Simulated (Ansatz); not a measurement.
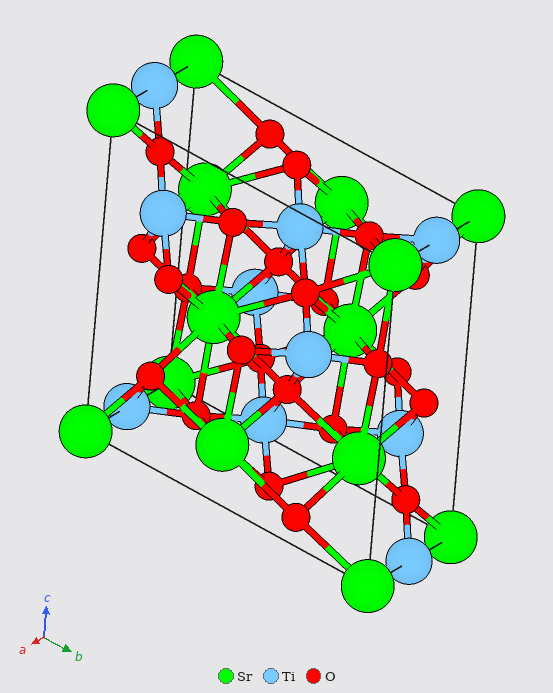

The figure gives a ball-and-stick picture of the atoms, viewed slightly off an axis. The edges of the unit cell are marked.

SrTiO₃, a = 6.74 Å, b = 8.70 Å, c = 8.70 Å, α = 113.58°, β = 104.96°, γ = 104.96°.

Method used: Ansatz 0.2.0, DFT PBEsol, scalar-relativistic, plane waves, PAW. It ran with an energy cutoff of 420 eV, a 3×3×3 k-point mesh, Gaussian smearing of 0.02 eV, no spin polarisation.

Classify it as metallic or gapped, with the value.

A semiconductor at this level, with a gap of 2.01 eV on the k-mesh (the true edges may lie between mesh points, so the gap can be somewhat smaller).

Provenance: a structure listed in the Materials Project. The atoms were relaxed in a fixed cell with Ansatz, DFT PBEsol, scalar-relativistic, plane waves, PAW.
